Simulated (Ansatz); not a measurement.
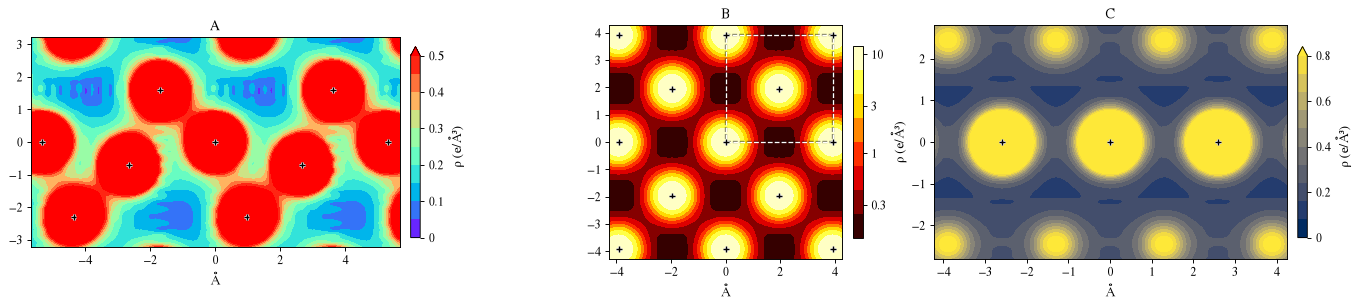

The valence charge density (pseudo) of 3 systems, each on a plane through atoms (crosses mark nuclei in the plane).

These are results of DFT PBEsol, scalar-relativistic, plane waves, PAW (Ansatz), not measurements.

System 1: Zn, the (010) plane of the conventional cell. Space group P6₃/mmc.

```cif
data_structure
_symmetry_space_group_name_H-M 'P 1'
_symmetry_Int_Tables_number 1
_cell_length_a 2.5927
_cell_length_b 2.5927
_cell_length_c 4.8951
_cell_angle_alpha 90.000
_cell_angle_beta 90.000
_cell_angle_gamma 120.000
_cell_volume 28.50
loop_
_atom_site_label
_atom_site_type_symbol
_atom_site_fract_x
_atom_site_fract_y
_atom_site_fract_z
_atom_site_occupancy
Zn1 Zn 0.33333 0.66667 0.25000 1
Zn2 Zn 0.66667 0.33333 0.75000 1
```

System 2: Pt, the (010) plane of the conventional cell. Space group Fm-3m; a generated structure, not necessarily the stable one.

System 3: NiGe, the (010) plane of the conventional cell. Space group Pnma; computed without spin polarisation.

```cif
data_structure
_symmetry_space_group_name_H-M 'P 1'
_symmetry_Int_Tables_number 1
_cell_length_a 5.3153
_cell_length_b 3.4380
_cell_length_c 5.7372
_cell_angle_alpha 90.000
_cell_angle_beta 90.000
_cell_angle_gamma 90.000
_cell_volume 104.84
loop_
_atom_site_label
_atom_site_type_symbol
_atom_site_fract_x
_atom_site_fract_y
_atom_site_fract_z
_atom_site_occupancy
Ni1 Ni 0.99302 0.75000 0.18877 1
Ni2 Ni 0.00698 0.25000 0.81123 1
Ni3 Ni 0.50698 0.25000 0.68877 1
Ni4 Ni 0.49302 0.75000 0.31123 1
Ge1 Ge 0.81173 0.75000 0.58826 1
Ge2 Ge 0.18827 0.25000 0.41174 1
Ge3 Ge 0.68827 0.25000 0.08826 1
Ge4 Ge 0.31173 0.75000 0.91174 1
```

Question: Which map belongs to which system?

Answer: Panel A is system 3, NiGe: the plane holds Ni and Ge. Ni–Ge (2.32 Å): ρ at the midpoint is about 0.48 e/Å³. Panel B is system 2, Pt: the plane holds Pt. Pt–Pt (2.77 Å): ρ at the midpoint is about 0.38 e/Å³. Panel C is system 1, Zn: the plane holds Zn. Zn–Zn (2.59 Å): ρ is about 0.3 e/Å³ halfway, with its minimum of 0.26 e/Å³ about 1.4 Å from Zn.
